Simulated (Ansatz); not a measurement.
Run report: ZnO, geometry relaxation (part 3 of 3)

The same run, continued: ZnO (slab, 16 atoms in the cell); DFT PBEsol, scalar-relativistic, plane waves, PAW, no spin polarisation (Ansatz 0.2.0); cutoff 420 eV, 8×5×1 k-mesh, Gaussian smearing of 0.05 eV. The structure derives from an entry of the Crystallography Open Database. It belongs to a series of runs on one base structure; here: (1 0 0) slab, atoms relaxed.

Geometry of the input (Å; fractional positions):
```
3.2300  0.0000  0.0000
0.0000  5.2143  0.0000
0.0000  0.0000  24.3243
Zn 0.0000  0.9984  0.3083
O  0.0000  0.6195  0.3083
Zn 0.5000  0.4984  0.3467
O  0.5000  0.1195  0.3467
Zn 0.5000  0.9984  0.4233
O  0.5000  0.6195  0.4233
Zn 0.0000  0.4984  0.4617
O  0.0000  0.1195  0.4617
Zn 0.0000  0.9984  0.5383
O  0.0000  0.6195  0.5383
Zn 0.5000  0.4984  0.5767
O  0.5000  0.1195  0.5767
Zn 0.5000  0.9984  0.6533
O  0.5000  0.6195  0.6533
Zn 0.0000  0.4984  0.6917
O  0.0000  0.1195  0.6917
```

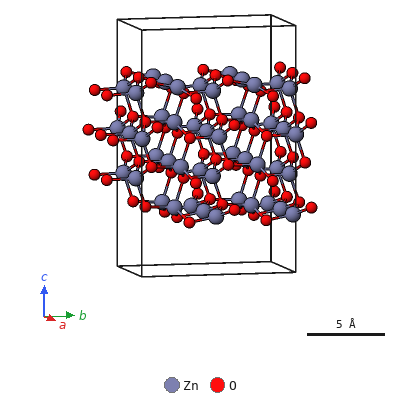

Fig. 1: The geometry at step 4 of the log (ball-and-stick view of the 2 × 2 repeat of the cell, with the vacuum cut short, seen slightly off an axis; bonded neighbours outside the cell are drawn too).

## Output, continued
```
  k-point 0: bands = ["-18.1188", "-18.0193", "-17.7663", "-17.4639", "-17.2515", "-17.1251", "-16.6946", "-16.6892", "-6.2617", "-6.2022", "-6.1909", "-6.1868", "-6.0625", "-5.9631", "-5.8408", "-5.8096", "-5.7603", "-5.7427", "-5.7135", "-5.6835", "-5.5651", "-5.5398", "-5.5115", "-5.4458", "-5.4290", "-5.2830", "-5.2784", "-5.1903", "-5.1170", "-5.0665", "-4.9326", "-4.8881", "-4.7872", "-4.7818", "-4.7359", "-4.6936", "-4.6421", "-4.5767", "-4.5236", "-4.5148", "-4.4176", "-4.3444", "-4.3419", "-4.3175", "-4.1603", "-4.1181", "-4.0267", "-4.0251", "-3.9963", "-3.9933", "-3.9525", "-3.6188", "-3.2430", "-2.9497", "-2.8914", "-2.2040", "-1.9828", "-1.8844", "-1.7555", "-1.4630", "-1.1833", "-1.0335", "-0.8922", "-0.6249", "-0.5219", "-0.3382", "-0.2325", "-0.1688", "-0.1053", "-0.0346", "0.2472", "0.2926", "1.1656", "2.0798", "3.2513", "4.4100", "5.5249", "5.5678", "6.1045", "6.1345", "6.5609", "6.8893", "7.3191", "7.3623", "7.6218", "7.8319", "8.0445", "8.2915"]
  k-point 1: bands = ["-18.0663", "-17.9845", "-17.7360", "-17.4553", "-17.3048", "-17.1664", "-16.7131", "-16.7072", "-6.3347", "-6.2955", "-6.1690", "-6.1650", "-6.1402", "-6.0480", "-5.9223", "-5.8686", "-5.7870", "-5.7774", "-5.7388", "-5.6923", "-5.6205", "-5.5511", "-5.5280", "-5.4768", "-5.4676", "-5.3153", "-5.3043", "-5.2398", "-5.2143", "-5.1576", "-5.0327", "-4.9974", "-4.8189", "-4.8156", "-4.7105", "-4.7067", "-4.6198", "-4.5673", "-4.5172", "-4.5154", "-4.4499", "-4.3547", "-4.3401", "-4.3183", "-4.1739", "-4.1397", "-4.0162", "-4.0134", "-3.7746", "-3.6336", "-3.5633", "-3.5219", "-3.0623", "-2.6990", "-2.5492", "-2.0984", "-2.0324", "-1.7269", "-1.6410", "-1.3662", "-1.3390", "-0.9410", "-0.8699", "-0.8661", "-0.7461", "-0.4816", "-0.3395", "-0.2764", "-0.1470", "-0.1051", "0.1402", "0.1914", "1.8235", "2.5046", "3.4789", "4.4569", "5.1991", "5.4697", "5.9680", "5.9773", "6.3942", "6.6535", "6.9826", "7.0354", "7.6937", "8.1837", "8.3852", "8.5272"]
  k-point 2: bands = ["-17.9570", "-17.9258", "-17.6536", "-17.5200", "-17.3408", "-17.2627", "-16.7424", "-16.7390", "-6.4428", "-6.4303", "-6.2320", "-6.2030", "-6.1291", "-6.1271", "-6.0562", "-6.0553", "-5.8544", "-5.8407", "-5.7279", "-5.6753", "-5.6270", "-5.6016", "-5.5273", "-5.5212", "-5.4712", "-5.3933", "-5.3484", "-5.3449", "-5.2643", "-5.2456", "-5.1343", "-5.1249", "-4.8612", "-4.8605", "-4.6973", "-4.6841", "-4.5740", "-4.5541", "-4.4923", "-4.4875", "-4.3914", "-4.3804", "-4.3773", "-4.3365", "-4.1847", "-4.1731", "-4.0416", "-4.0404", "-3.6309", "-3.4304", "-3.0253", "-2.8613", "-2.7491", "-2.4910", "-2.0160", "-1.8326", "-1.6421", "-1.6406", "-1.5871", "-1.4313", "-1.1826", "-1.1066", "-1.0352", "-1.0280", "-0.8416", "-0.7418", "-0.6632", "-0.5842", "-0.1237", "-0.1067", "-0.0714", "-0.0304", "2.9475", "3.3872", "4.0584", "4.2821", "4.7629", "5.0309", "5.3517", "5.5275", "5.9763", "6.1946", "7.0002", "7.3632", "8.0149", "8.0930", "8.4118", "8.6385"]
  k-point 14: bands = ["-17.6226", "-17.6224", "-17.3703", "-17.2934", "-17.0863", "-17.0837", "-16.5186", "-16.5186", "-6.3998", "-6.3895", "-6.2786", "-6.2727", "-6.0552", "-6.0234", "-6.0182", "-6.0117", "-5.5212", "-5.4881", "-5.4863", "-5.4628", "-5.4161", "-5.4150", "-5.3542", "-5.3418", "-5.2525", "-5.1862", "-5.1687", "-5.1403", "-5.0839", "-5.0836", "-4.9285", "-4.9181", "-4.9159", "-4.9048", "-4.7352", "-4.7250", "-4.3839", "-4.3788", "-4.3775", "-4.3689", "-4.3249", "-4.2532", "-4.2457", "-4.2309", "-4.0538", "-4.0318", "-4.0096", "-3.9878", "-3.8147", "-3.6887", "-3.6837", "-3.6550", "-3.6103", "-3.4379", "-3.4001", "-3.3648", "-2.2270", "-2.1852", "-1.9591", "-1.8342", "-1.7278", "-1.7215", "-1.7187", "-1.5157", "-1.4995", "-1.3947", "-1.2972", "-1.2177", "-1.1823", "-1.1740", "-0.7649", "-0.7552", "5.1480", "5.4272", "5.6475", "5.9702", "6.0366", "6.0704", "6.3918", "6.7607", "6.7639", "7.0598", "8.3339", "8.4009", "8.5966", "8.6124", "8.8025", "8.8365"]
--- Relaxed structure (6 steps of the walk, 5 accepted, 0 SCFs on fresh bases) ---
  F+E_penalty+E_count = -30734.93387774 eV   max|allowed force component| = 1.549e-2 eV/Å
  atoms:
    - { symbol: Zn, position: [0.0, 0.9643529782941128, 0.32337237707050964] }
    - { symbol: O, position: [0.0, 0.6182531130930475, 0.30835525087024573] }
    - { symbol: Zn, position: [0.5, 0.5023272811425112, 0.34185540771523315] }
    - { symbol: O, position: [0.5, 0.12540293275361963, 0.34760297119726374] }
    - { symbol: Zn, position: [0.5, 1.0015624504223968, 0.42657833942563217] }
    - { symbol: O, position: [0.5, 0.6255476301116131, 0.42222503076963847] }
    - { symbol: Zn, position: [0.0, 0.506748607575678, 0.4596577535199502] }
    - { symbol: O, position: [0.0, 0.12740528743205348, 0.462721265398472] }
    - { symbol: Zn, position: [0.0, 1.006748580997336, 0.5403422436139089] }
    - { symbol: O, position: [0.0, 0.6274052603668673, 0.537278737253513] }
    - { symbol: Zn, position: [0.5, 0.501562402987549, 0.5734216605969454] }
    - { symbol: O, position: [0.5, 0.12554758054688553, 0.5777749705600949] }
    - { symbol: Zn, position: [0.5, 1.002327187282545, 0.6581445910784692] }
    - { symbol: O, position: [0.5, 0.6254028382324842, 0.65239703118245] }
    - { symbol: Zn, position: [0.0, 0.4643528690119207, 0.6766276231550686] }
    - { symbol: O, position: [0.0, 0.11825299974937954, 0.6916447465926052] }
```

## Trajectory as extended XYZ (Å, eV, eV/Å), 6 frames, from step=1 to step=6
```
16
Lattice="3.2300 0.0000 0.0000 0.0000 5.2143 0.0000 0.0000 0.0000 24.3243" Properties=species:S:1:pos:R:3:forces:R:3 step=1 energy=-30734.17346
Zn    0.0000    5.2060    7.5000    0.0000  -1.4176   1.2296
O     0.0000    3.2302    7.5000    0.0000   0.7585   0.1699
Zn    1.6150    2.5989    8.4324    0.0000   0.7160  -0.7873
O     1.6150    0.6230    8.4324    0.0000   0.0654  -0.9462
Zn    1.6150    5.2060   10.2973    0.0000  -0.2203   0.1944
O     1.6150    3.2302   10.2973    0.0000   0.0345   0.3391
Zn    0.0000    2.5989   11.2297    0.0000   0.0773  -0.1152
O     0.0000    0.6230   11.2297    0.0000  -0.0138  -0.1790
Zn    0.0000    5.2060   13.0946    0.0000   0.0773   0.1152
O     0.0000    3.2302   13.0946    0.0000  -0.0138   0.1790
Zn    1.6150    2.5989   14.0270    0.0000  -0.2203  -0.1944
O     1.6150    0.6230   14.0270    0.0000   0.0345  -0.3391
Zn    1.6150    5.2060   15.8918    0.0000   0.7160   0.7873
O     1.6150    3.2302   15.8918    0.0000   0.0654   0.9462
Zn    0.0000    2.5989   16.8243    0.0000  -1.4176  -1.2296
O     0.0000    0.6230   16.8243    0.0000   0.7585  -0.1699
16
Lattice="3.2300 0.0000 0.0000 0.0000 5.2143 0.0000 0.0000 0.0000 24.3243" Properties=species:S:1:pos:R:3:forces:R:3 step=2 energy=-30734.62686
Zn    0.0000    5.1287    7.6363    0.0000  -0.9124   0.6877
O     0.0000    3.2107    7.4835    0.0000   0.7177   0.2491
Zn    1.6150    2.6343    8.4105    0.0000   0.3125  -0.5960
O     1.6150    0.6515    8.4479    0.0000  -0.0864  -0.6904
Zn    1.6150    5.2091   10.3090    0.0000  -0.1081   0.2285
O     1.6150    3.2373   10.2975    0.0000   0.0559   0.2336
Zn    0.0000    2.6108   11.2272    0.0000   0.0347  -0.0912
O     0.0000    0.6339   11.2292    0.0000  -0.0145  -0.0929
Zn    0.0000    5.2180   13.0971    0.0000   0.0347   0.0912
O     0.0000    3.2410   13.0951    0.0000  -0.0145   0.0929
Zn    1.6150    2.6020   14.0153    0.0000  -0.1081  -0.2285
O     1.6150    0.6301   14.0268    0.0000   0.0559  -0.2336
Zn    1.6150    5.2414   15.9138    0.0000   0.3125   0.5960
O     1.6150    3.2587   15.8764    0.0000  -0.0864   0.6904
Zn    0.0000    2.5216   16.6880    0.0000  -0.9124  -0.6877
O     0.0000    0.6035   16.8408    0.0000   0.7177  -0.2491
16
Lattice="3.2300 0.0000 0.0000 0.0000 5.2143 0.0000 0.0000 0.0000 24.3243" Properties=species:S:1:pos:R:3:forces:R:3 step=3 energy=-30734.88225
Zn    0.0000    5.0316    7.7996    0.0000   0.6808   0.2268
O     0.0000    3.2524    7.5051    0.0000  -0.6643  -0.0764
Zn    1.6150    2.6579    8.3510    0.0000  -0.2977  -0.1343
O     1.6150    0.6530    8.4254    0.0000   0.2136  -0.0207
Zn    1.6150    5.2130   10.3338    0.0000   0.0157   0.0391
O     1.6150    3.2438   10.2879    0.0000   0.0407   0.0513
Zn    0.0000    2.6211   11.2112    0.0000   0.0201  -0.0810
O     0.0000    0.6433   11.2381    0.0000  -0.0093  -0.0542
Zn    0.0000    5.2283   13.1130    0.0000   0.0201   0.0810
O     0.0000    3.2505   13.0862    0.0000  -0.0093   0.0542
Zn    1.6150    2.6059   13.9905    0.0000   0.0157  -0.0391
O     1.6150    0.6367   14.0364    0.0000   0.0407  -0.0513
Zn    1.6150    5.2651   15.9733    0.0000  -0.2977   0.1343
O     1.6150    3.2602   15.8989    0.0000   0.2136   0.0207
Zn    0.0000    2.4244   16.5247    0.0000   0.6808  -0.2268
O     0.0000    0.6452   16.8192    0.0000  -0.6643   0.0764
16
Lattice="3.2300 0.0000 0.0000 0.0000 5.2143 0.0000 0.0000 0.0000 24.3243" Properties=species:S:1:pos:R:3:forces:R:3 step=4 energy=-30734.92740
Zn    0.0000    5.0342    7.8477    0.0000   0.0238   0.0072
O     0.0000    3.2264    7.5043    0.0000  -0.0056   0.0271
Zn    1.6150    2.6321    8.3393    0.0000  -0.0158  -0.1071
O     1.6150    0.6620    8.4435    0.0000  -0.0328  -0.0165
Zn    1.6150    5.2216   10.3488    0.0000  -0.0381   0.0899
O     1.6150    3.2527   10.2802    0.0000   0.0495   0.0538
Zn    0.0000    2.6330   11.2006    0.0000   0.0204  -0.0610
O     0.0000    0.6542   11.2441    0.0000  -0.0018  -0.0294
Zn    0.0000    5.2401   13.1237    0.0000   0.0204   0.0610
O     0.0000    3.2613   13.0801    0.0000  -0.0018   0.0294
Zn    1.6150    2.6145   13.9755    0.0000  -0.0381  -0.0899
O     1.6150    0.6455   14.0440    0.0000   0.0495  -0.0538
Zn    1.6150    5.2392   15.9849    0.0000  -0.0158   0.1071
O     1.6150    3.2692   15.8807    0.0000  -0.0328   0.0165
Zn    0.0000    2.4271   16.4766    0.0000   0.0238  -0.0072
O     0.0000    0.6193   16.8200    0.0000  -0.0056  -0.0271
16
Lattice="3.2300 0.0000 0.0000 0.0000 5.2143 0.0000 0.0000 0.0000 24.3243" Properties=species:S:1:pos:R:3:forces:R:3 step=5 energy=-30734.92637 accepted=F
Zn    0.0000    5.0333    7.8493    0.0000  -0.0171   0.0394
O     0.0000    3.2284    7.4807    0.0000   0.0079  -0.0146
Zn    1.6150    2.6155    8.2821    0.0000   0.0345   0.1425
O     1.6150    0.6552    8.4398    0.0000  -0.0196   0.0712
Zn    1.6150    5.2184   10.3787    0.0000   0.0343  -0.0548
O     1.6150    3.2627   10.2696    0.0000  -0.0402  -0.1592
Zn    0.0000    2.6417   11.1708    0.0000  -0.0199   0.0636
O     0.0000    0.6610   11.2549    0.0000   0.0201   0.0219
Zn    0.0000    5.2489   13.1535    0.0000  -0.0199  -0.0636
O     0.0000    3.2682   13.0693    0.0000   0.0201  -0.0219
Zn    1.6150    2.6113   13.9456    0.0000   0.0343   0.0548
O     1.6150    0.6555   14.0547    0.0000  -0.0402   0.1592
Zn    1.6150    5.2226   16.0422    0.0000   0.0345  -0.1425
O     1.6150    3.2623   15.8844    0.0000  -0.0196  -0.0712
Zn    0.0000    2.4262   16.4750    0.0000  -0.0171  -0.0394
O     0.0000    0.6213   16.8436    0.0000   0.0079   0.0146
16
Lattice="3.2300 0.0000 0.0000 0.0000 5.2143 0.0000 0.0000 0.0000 24.3243" Properties=species:S:1:pos:R:3:forces:R:3 step=6 energy=-30734.93388
Zn    0.0000    5.0284    7.8658    0.0000  -0.0063   0.0018
O     0.0000    3.2238    7.5005    0.0000   0.0059  -0.0072
Zn    1.6150    2.6193    8.3154    0.0000  -0.0010  -0.0045
O     1.6150    0.6539    8.4552    0.0000  -0.0004   0.0155
Zn    1.6150    5.2224   10.3762    0.0000  -0.0015  -0.0047
O     1.6150    3.2618   10.2703    0.0000  -0.0014  -0.0028
Zn    0.0000    2.6423   11.1808    0.0000   0.0036   0.0016
O     0.0000    0.6643   11.2554    0.0000   0.0011   0.0102
Zn    0.0000    5.2495   13.1434    0.0000   0.0036  -0.0016
O     0.0000    3.2715   13.0689    0.0000   0.0011  -0.0102
Zn    1.6150    2.6153   13.9481    0.0000  -0.0015   0.0047
O     1.6150    0.6546   14.0540    0.0000  -0.0014   0.0028
Zn    1.6150    5.2264   16.0089    0.0000  -0.0010   0.0045
O     1.6150    3.2610   15.8691    0.0000  -0.0004  -0.0155
Zn    0.0000    2.4213   16.4585    0.0000  -0.0063  -0.0018
O     0.0000    0.6166   16.8238    0.0000   0.0059   0.0072
```

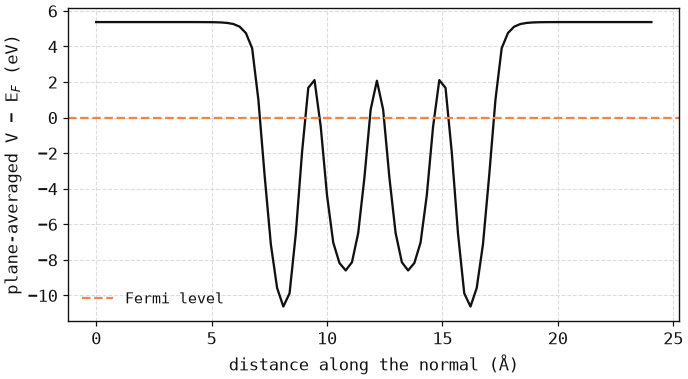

Fig. 2: Plane average of the electrostatic potential energy of an electron across the cell, from the Fermi level. The vacuum level lies 5.37 eV above the Fermi level.

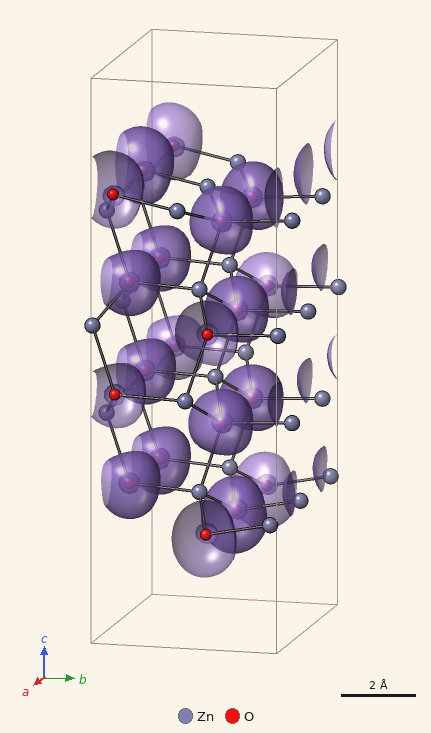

Fig. 3: Isosurface of the ELF at 0.6 (purple), seen slightly off an axis. Core shells and regions of very low density are left out. Sticks mark near contacts. Along the contacts the grid gives the following. Zn–O (1.84 Å): the ELF is about 0.35 at the midpoint. Zn–O (1.91 Å): the ELF is about 0.30 at the midpoint. Core electrons are frozen (PAW), so the fields are smoothed inside the atomic spheres.

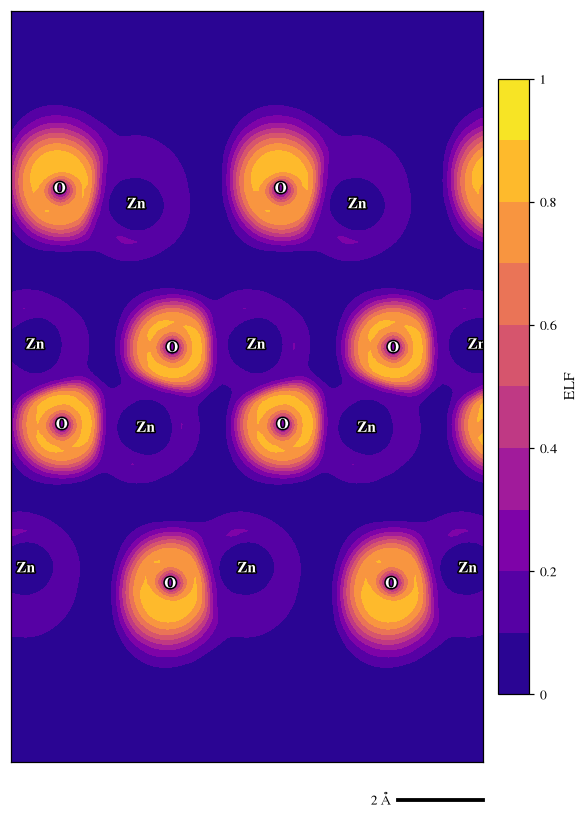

Fig. 4: ELF on the (100) plane of the calculation cell, a cut from vacuum to vacuum. Atoms in the plane: Zn and O. Zn–O (1.84 Å): the ELF is about 0.35 at the midpoint. Zn–O (1.98 Å): the ELF is about 0.25 at the midpoint.
